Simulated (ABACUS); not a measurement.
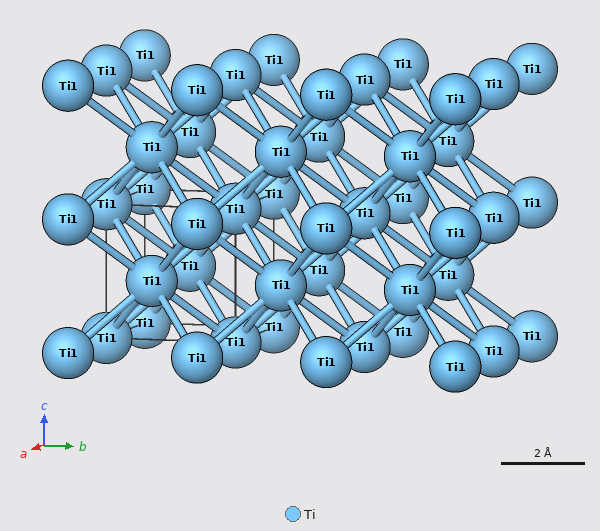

*The structure (ball-and-stick view of the cell 2 times as large as that of the calculation, set on its symmetry axes, repeated 2 × 3 × 2, seen slightly off an axis; atoms are numbered from 1 in the order of the input).*

Near neighbours in the crystal (not all of them lie inside the picture): Ti has 8 Ti at 2.84 Å.

## Band-structure run, with input and output: Ti (part 1 of 2)

Ti (Im-3m, 1 atom in the cell), computed with Kohn-Sham DFT of a periodic cell, TPSS, SG15 ONCV 1.2 PBE, no spin polarisation (ABACUS 3.10.1).

The structure derives from an entry of the Crystallography Open Database.

Input:
```
INPUT_PARAMETERS
suffix              Ti
calculation         scf
basis_type          pw
pseudo_dir          ./
symmetry            1
dft_functional      MGGA_X_TPSS+MGGA_C_TPSS
ecutwfc             97
pseudo_rcut         7
nspin               1
nbands              16
ks_solver           dav
smearing_method     fd
smearing_sigma      0.00367493
scf_thr             1e-08
scf_nmax            100
mixing_type         broyden
mixing_beta         0.7
cal_force           1
cal_stress          1
mixing_tau          1
out_chg             1
kpar                4
```

File STRU:
```
ATOMIC_SPECIES
Ti 47.8670 Ti_ONCV_PBE-1.2.upf

LATTICE_CONSTANT
1.8897261246

LATTICE_VECTORS
-1.6410000000 1.6410000000 1.6410000000
1.6410000000 -1.6410000000 1.6410000000
1.6410000000 1.6410000000 -1.6410000000

ATOMIC_POSITIONS
Direct

Ti
0.0
1
0.0000000000 0.0000000000 0.0000000000 1 1 1
```

File KPT:
```
K_POINTS
0
Gamma
7 7 7 0 0 0
```

Launched with:
```bash
OMP_NUM_THREADS=1 mpirun -np 4 abacus > log
```

What the program printed:
```
ABACUS v3.10.1

               Atomic-orbital Based Ab-initio Computation at UStc

 ------------------------------------------------------------------------------------

 READING GENERAL INFORMATION
                           global_out_dir = OUT.Ti/
                           global_in_card = INPUT
                               pseudo_dir = ./
                              orbital_dir =
                                    DSIZE = 4
                                    GSIZE = 1

 READING UNITCELL INFORMATION
                                    ntype = 1
                  lattice constant (Bohr) = 1.88973
              lattice constant (Angstrom) = 1

 READING ATOM TYPE 1
                               atom label = Ti
                      L=0, number of zeta = 1
                      L=1, number of zeta = 1
                      L=2, number of zeta = 1
             number of atom for this type = 1

                        TOTAL ATOM NUMBER = 1
DIRECT COORDINATES
    atom                   x                   y                   z     mag                  vx                  vy                  vz
taud_Ti1            0.0000000000        0.0000000000        0.0000000000  0.0000        0.0000000000        0.0000000000        0.0000000000

                          Volume (Bohr^3) = 119.284
                             Volume (A^3) = 17.676

 Lattice vectors: (Cartesian coordinate: in unit of a_0)
               -1.641              +1.641              +1.641
               +1.641              -1.641              +1.641
               +1.641              +1.641              -1.641
 Reciprocal vectors: (Cartesian coordinate: in unit of 2 pi/a_0)
                   +0           +0.304692           +0.304692
            +0.304692                  +0           +0.304692
            +0.304692           +0.304692                  +0
 The esolver type has been set to : ksdft_pw

                PAO radial cut off (Bohr) = 7

 Read in pseudopotential file is Ti_ONCV_PBE-1.2.upf
                     pseudopotential type = NC
          exchange-correlation functional = PBE
                 nonlocal core correction = 0
                        valence electrons = 12
                                     lmax = 2
                           number of zeta = 0
                     number of projectors = 6
                           L of projector = 0
                           L of projector = 0
                           L of projector = 1
                           L of projector = 1
                           L of projector = 2
                           L of projector = 2
 XC functional updated to : MGGA_X_TPSS+MGGA_C_TPSS
          exchange-correlation functional = MGGA_X_TPSS+MGGA_C_TPSS
     initial pseudo atomic orbital number = 0

 SETUP THE ELECTRONS NUMBER
            electron number of element Ti = 12
      total electron number of element Ti = 12
            AUTOSET number of electrons:  = 12
                           occupied bands = 6
                                   NBANDS = 16
                                   NLOCAL = 9

%%%%%%%%%%%%%%%%%%%%%%%%%%%%%%%%%%%%%%%%%%%%%%%%%%%%%%%%%%%%%%%%%%%%%%%%%%%%%%%%%%%%%%%%%%%%%%%%%%%%%%%%%%
 Warning: the number of valence electrons in pseudopotential > 4 for Ti: [Ar] 3d2 4s2
 Pseudopotentials with additional electrons can yield (more) accurate outcomes, but may be less efficient.
 If you're confident that your chosen pseudopotential is appropriate, you can safely ignore this warning.
%%%%%%%%%%%%%%%%%%%%%%%%%%%%%%%%%%%%%%%%%%%%%%%%%%%%%%%%%%%%%%%%%%%%%%%%%%%%%%%%%%%%%%%%%%%%%%%%%%%%%%%%%%

 SETUP THE PLANE WAVE BASIS
 energy cutoff for charge/potential (unit:Ry) = 388
            fft grid for charge/potential = [ 36, 36, 36 ]
                        fft grid division = [ 1, 1, 1 ]
        big fft grid for charge/potential = [ 36, 36, 36 ]
                                     nbxx = 46656
                                     nrxx = 46656

 SETUP PLANE WAVES FOR CHARGE/POTENTIAL
                    number of plane waves = 15587
                         number of sticks = 841

 PARALLEL PW FOR CHARGE/POTENTIAL
     PROC   COLUMNS(POT)             PW
        1            841          15587
 --------------- sum -------------------
        1            841          15587
                            number of |g| = 176
                                  max |g| = 35.0925
                                  min |g| = 0

----------- Double Check Mixing Parameters Begin ------------
mixing_type: broyden
mixing_beta: 0.7
mixing_gg0: 1
mixing_gg0_min: 0.1
mixing_ndim: 8
----------- Double Check Mixing Parameters End ------------

 LATTICE VECTORS: (CARTESIAN COORDINATE: IN UNIT OF A0)
               -1.641              +1.641              +1.641
               +1.641              -1.641              +1.641
               +1.641              +1.641              -1.641
                       right hand lattice = 1
                                   NORM_A = 2.8423
                                   NORM_B = 2.8423
                                   NORM_C = 2.8423
                           ALPHA (DEGREE) = 109.471
                           BETA  (DEGREE) = 109.471
                           GAMMA (DEGREE) = 109.471

 The lattice vectors have been changed (STRU_SIMPLE.cif)

(for optimal symmetric configuration:)
                             BRAVAIS TYPE = 2
                     BRAVAIS LATTICE NAME = 02. Cubic I (body-centered)
                                    ibrav = 2
                                    IBRAV = 2
                                  BRAVAIS = BODY CENTERED CUBIC
                       LATTICE CONSTANT A = 3.282
Original cell was already a primitive cell.
                        ROTATION MATRICES = 48
              PURE POINT GROUP OPERATIONS = 48
                   SPACE GROUP OPERATIONS = 48
                              POINT GROUP = O_h
               POINT GROUP IN SPACE GROUP = O_h

 SETUP K-POINTS
                                    nspin = 1
                   Input type of k points = Monkhorst-Pack(Gamma)
                                   nkstot = 343
                       right hand lattice = 1
(for reciprocal lattice: )
                             BRAVAIS TYPE = 3
                     BRAVAIS LATTICE NAME = 03. Cubic F (face-centered)
                                    ibrav = 3
                       right hand lattice = 1
(for k-lattice: )
                             BRAVAIS TYPE = 3
                     BRAVAIS LATTICE NAME = 03. Cubic F (face-centered)
                                    ibrav = 3
                       right hand lattice = 1
                        ROTATION MATRICES = 48
                               nkstot_ibz = 20
K-POINTS REDUCTION ACCORDING TO SYMMETRY
     IBZ    DIRECT_X    DIRECT_Y    DIRECT_Z  WEIGHT  ibz2bz
       1  0.00000000  0.00000000  0.00000000  0.0029       0
       2 -0.14285714  0.14285714  0.00000000  0.0350       1
       3 -0.28571429  0.28571429  0.00000000  0.0350       2
       4 -0.42857143  0.42857143  0.00000000  0.0350       3
       5 -0.14285714 -0.14285714  0.28571429  0.0700       8
       6 -0.14285714 -0.28571429  0.42857143  0.1399       9
       7  0.42857143  0.42857143  0.14285714  0.0700      10
       8  0.42857143  0.28571429  0.28571429  0.0700      16
       9 -0.14285714 -0.14285714  0.42857143  0.0233      57
      10  0.42857143  0.28571429  0.14285714  0.0700      58
      11 -0.14285714  0.14285714  0.14285714  0.0175      62
      12  0.28571429  0.28571429  0.28571429  0.0233      65
      13  0.28571429  0.14285714 -0.28571429  0.0700      68
      14 -0.42857143  0.42857143  0.14285714  0.0700      74
      15 -0.42857143  0.28571429  0.28571429  0.0700      75
      16  0.42857143  0.28571429  0.42857143  0.0700      81
      17  0.28571429  0.28571429 -0.28571429  0.0175     117
      18 -0.42857143  0.42857143  0.28571429  0.0700     123
      19  0.42857143  0.42857143  0.42857143  0.0233     130
      20 -0.42857143  0.42857143  0.42857143  0.0175     172

                               nkstot now = 20
[... K-POINTS DIRECT COORDINATES: 20 rows ...]

           k-point number in this process = 5
       minimum distributed K point number = 5
[... stars of the k points ...]

[... K-POINTS CARTESIAN COORDINATES: 5 rows ...]

[... K-POINTS DIRECT COORDINATES: 5 rows ...]

 SETUP PLANE WAVES FOR WAVE FUNCTIONS
     energy cutoff for wavefunc (unit:Ry) = 97
              fft grid for wave functions = [ 36, 36, 36 ]
                    number of plane waves = 2315
                         number of sticks = 233

 PARALLEL PW FOR WAVE FUNCTIONS
     PROC   COLUMNS(POT)             PW
        1            233           2315
 --------------- sum -------------------
        1            233           2315

 SETUP NONLOCAL PSEUDOPOTENTIALS IN PLANE WAVE BASIS
 Ti non-local projectors:
 projector 1 L=0
 projector 2 L=0
 projector 3 L=1
 projector 4 L=1
 projector 5 L=2
 projector 6 L=2
      TOTAL NUMBER OF NONLOCAL PROJECTORS = 18

 Init Non-Local PseudoPotential table :
 Init Non-Local-Pseudopotential done.

                                     npwx = 1961

 -------------------------------------------
 SELF-CONSISTENT
 -------------------------------------------
                                 init_chg = atomic

 PW ALGORITHM --------------- ION=   1  ELEC=   1--------------------------------
 Notice: Threshold on eigenvalues was too large.
 hsover_error=0.12 > DRHO=0.104113
 Origin diag ethr = 0.01
 New diag ethr = 0.000867607

 Density error is 0.100336675497
                          Error Threshold = 0.000867607415151
----------------------------------------------------------
     Energy           Rydberg                 eV
----------------------------------------------------------
 E_KohnSham     -115.2883390913      -1568.5783245975
 E_Harris       -117.6252899290      -1600.3741719360
 E_Fermi        1.0069086145         13.6996945226
----------------------------------------------------------

 PW ALGORITHM --------------- ION=   1  ELEC=   2--------------------------------

 Density error is 0.0183712164319
                          Error Threshold = 0.000836138962478
----------------------------------------------------------
     Energy           Rydberg                 eV
```
